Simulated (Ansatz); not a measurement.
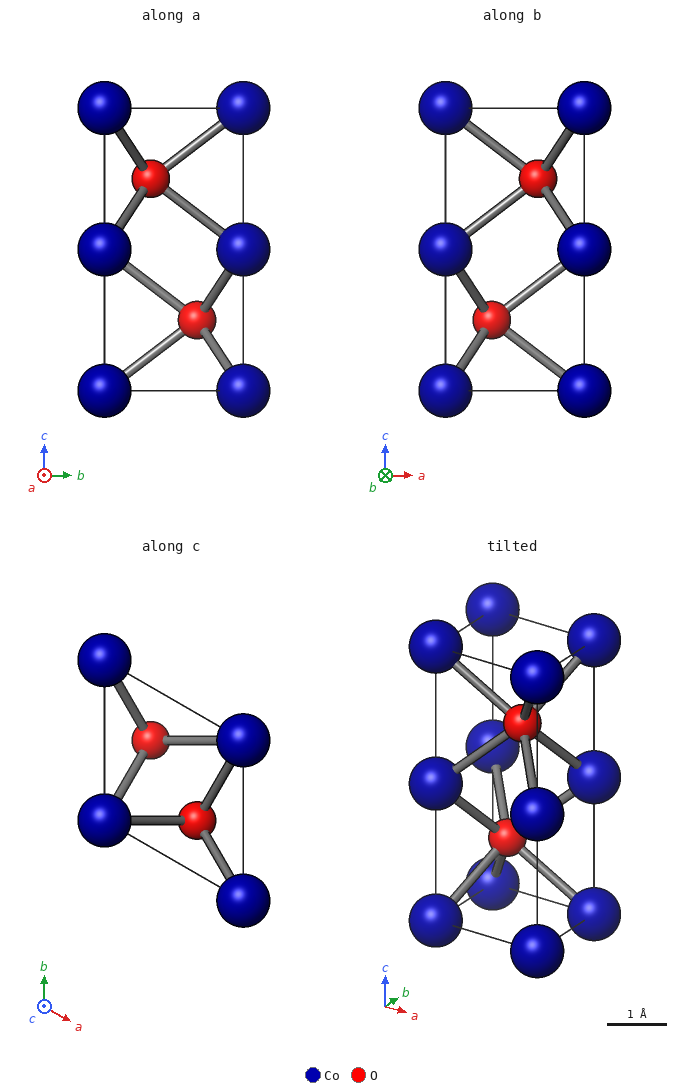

View along the a axis, along the b axis, along the c axis and slightly off an axis, drawn as a ball-and-stick model. The edges of the conventional unit cell are marked.

Lattice parameters: a = 2.7484 Å, b = 2.7484 Å, c = 4.8453 Å, α = 90.000°, β = 90.000°, γ = 120.000°.

### Put the structure into a CIF in P1 with every atom of the cell.

```cif
data_structure
_symmetry_space_group_name_H-M 'P 1'
_symmetry_Int_Tables_number 1
_cell_length_a 2.7484
_cell_length_b 2.7484
_cell_length_c 4.8453
_cell_angle_alpha 90.000
_cell_angle_beta 90.000
_cell_angle_gamma 120.000
_cell_volume 31.70
loop_
_atom_site_label
_atom_site_type_symbol
_atom_site_fract_x
_atom_site_fract_y
_atom_site_fract_z
_atom_site_occupancy
Co1 Co 0.0000 0.0000 0.0000 1
Co2 Co 0.0000 0.0000 0.5000 1
O1 O 0.3333 0.6667 0.2500 1
O2 O 0.6667 0.3333 0.7500 1
```

Origin of the cell: a structure type filled with these elements by a generator (whether the compound takes this form wasn't checked). Earlier steps of the study, as a rule a relaxation of our own, may have changed the cell and positions, so they can lie some per cent off the listed ones. It went into a calculation with Ansatz.

At this level of theory the run's own cell isn't at rest (compressed, at 20 GPa), so its distances can differ from those at equilibrium, the more so the softer the solid.
